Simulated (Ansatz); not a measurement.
Consider Mg5O6 (slab).

Input file:

```
crystal:
  lattice:
    - [3.007923219, 0.0, 0.0]
    - [-1.5039616095, 2.6049379203, 0.0]
    - [0.0, 0.0, 27.2797951199]
  atoms:
    - { symbol: O, position: [0.3333333333, 0.6666666667, 0.274928751] }
    - { symbol: Mg, position: [0.6666666667, 0.3333333333, 0.3199430008] }
    - { symbol: O, position: [0.0, 0.0, 0.3649572506] }
    - { symbol: Mg, position: [0.3333333333, 0.6666666667, 0.4099715004] }
    - { symbol: O, position: [0.6666666667, 0.3333333333, 0.4549857502] }
    - { symbol: Mg, position: [0.0, 0.0, 0.5] }
    - { symbol: O, position: [0.3333333333, 0.6666666667, 0.5450142498] }
    - { symbol: Mg, position: [0.6666666667, 0.3333333333, 0.5900284996] }
    - { symbol: O, position: [0.0, 0.0, 0.6350427494] }
    - { symbol: Mg, position: [0.3333333333, 0.6666666667, 0.6800569992] }
    - { symbol: O, position: [0.6666666667, 0.3333333333, 0.725071249] }
basis:
  ecutwfc: 420
kpoints:
  mp_grid: { grid: [9, 9, 1] }
hamiltonian:
  xc: pbe
scf:
  occupations: { method: gaussian, width: 0.05 }
output:
  forces: true
  stress: true
  eigenvalues: true
  write_density: true
  write_potential: true
  elf: true
  volumetric_format: npy
efield:
  axis: 3
  dipole_correction: true
  ramp_width: 0.04
```

Run with:

```sh
ansatz run input.yaml --threads 1 --pin off --max-ram 2560MiB --backend cpu --events-out ev --progress --plain --runs-dir out
```

Not relaxed (largest force 1.1 eV/Å).

All numbers below come from DFT PBE, scalar-relativistic, plane waves, PAW in Ansatz.

Question: Predict the valence pseudo-density and electron localisation function between the atoms.

Answer: Mg–O (2.13 Å): the density is about 0.32 e/Å³ at the midpoint; the ELF peaks at about 0.85 in the valence shell of O, 0.6 Å from its nucleus, and is about 0.35 at the midpoint.

Question: Does the calculation make it a metal, or give it a gap?

Answer: It is metallic or semimetallic at this level of theory: no gap opens.

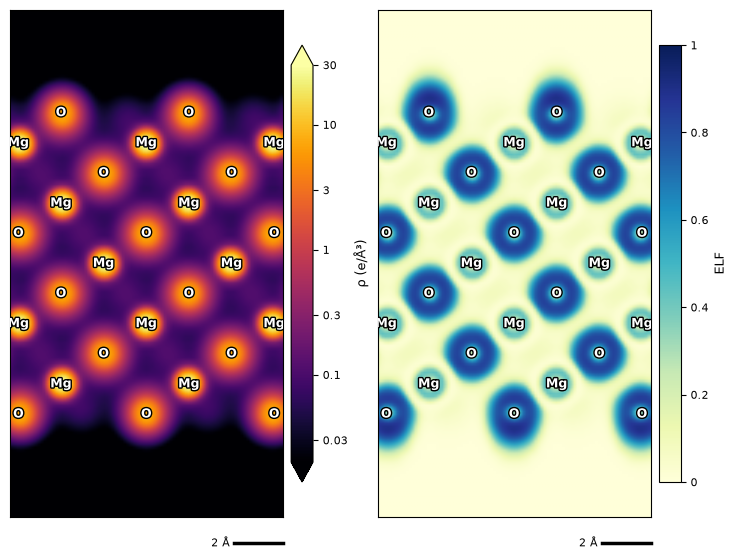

Computed valence pseudo-density and electron localisation function on the (110) plane of the calculation cell, a cut from vacuum to vacuum, in this order. 

The density is the valence pseudo-density of a PAW calculation; it isn't the true density close to the nuclei.
